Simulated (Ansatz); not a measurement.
TaN

```
Ta N
1.0
     4.65538   -2.68779    0.00000
     1.55179    2.68779    0.00000
    -0.77590    0.44796   12.02010
Ta N
8 8
Direct
  0.98644 0.50000 0.91863
  0.48644 0.00000 0.91863
  0.90310 0.50000 0.41863
  0.40310 0.00000 0.41863
  0.69477 0.00000 0.16863
  0.19477 0.50000 0.16863
  0.77810 0.00000 0.66863
  0.27810 0.50000 0.66863
  0.84690 0.50000 0.08137
  0.34690 0.00000 0.08137
  0.93023 0.50000 0.58137
  0.43023 0.00000 0.58137
  0.72190 0.00000 0.33137
  0.22190 0.50000 0.33137
  0.80523 0.00000 0.83137
  0.30523 0.50000 0.83137
```

Space group Cm; not relaxed (largest force 2.0 eV/Å); computed pressure about −3 GPa in this cell.

Theory: DFT LDA, scalar-relativistic, plane waves, PAW in Ansatz.

In a PAW calculation such maps are meaningful between the atoms, not at the nuclei.

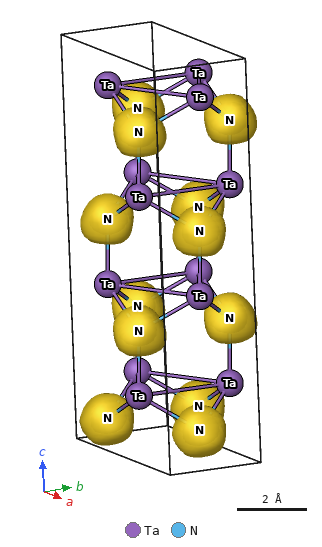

Figure 1. Isosurface of the electron localisation function at 0.75 (yellow), seen at an oblique angle. Only the valence region is drawn (cores and ρ < 0.01 e/Å³ removed). Sticks mark near contacts.

What do the ELF domains correspond to?

Answer. The surface consists of eight regions wrapped around N (the valence shell of each), counted in one cell of 16 atoms. Any copies at cell faces, edges or corners count once. Profiles from the grid: Ta–N (1.96 Å): the ELF peaks at about 0.85 in the valence shell of N, 0.6 Å from its nucleus, and drops to about 0.30 between the two atoms. Ta–Ta (3.10 Å): the ELF is about 0.30 at the midpoint.

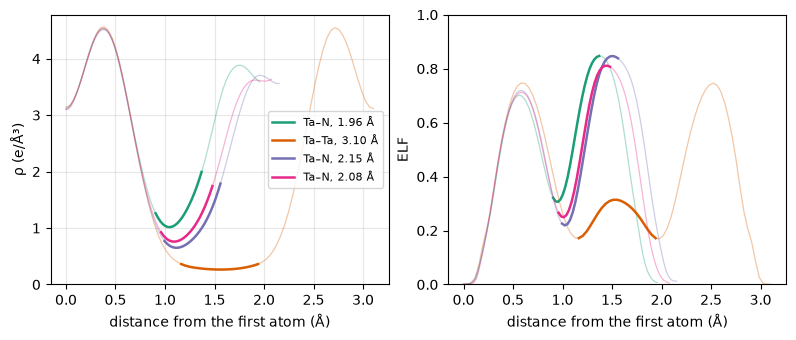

Figure 2. Valence pseudo-density and ELF along straight lines between neighbouring atoms. Thin, pale parts lie inside the atomic spheres.

What can be read from the curves?

Answer. Ta–N (1.96 Å): the density is about 1.1 e/Å³ at the midpoint; the ELF peaks at about 0.85 in the valence shell of N, 0.6 Å from its nucleus, and drops to about 0.30 between the two atoms.
Ta–Ta (3.10 Å): ρ at the midpoint is about 0.26 e/Å³; the ELF is about 0.30 at the midpoint.
Ta–N (2.15 Å): the density is about 0.66 e/Å³ at the midpoint; the ELF peaks at about 0.85 in the valence shell of N, 0.6 Å from its nucleus, and is about 0.25 at the midpoint (no localised pair shows between them).
Ta–N (2.08 Å): ρ at the midpoint is about 0.78 e/Å³; the ELF peaks at about 0.80 in the valence shell of N, 0.6 Å from its nucleus, and drops to about 0.25 between the two atoms (no localised pair shows between them).

Does the calculation give a band gap?

Answer. It is metallic or semimetallic at this level of theory: no gap opens; semilocal functionals without U, or without the true magnetic order, often close the gap of such compounds.
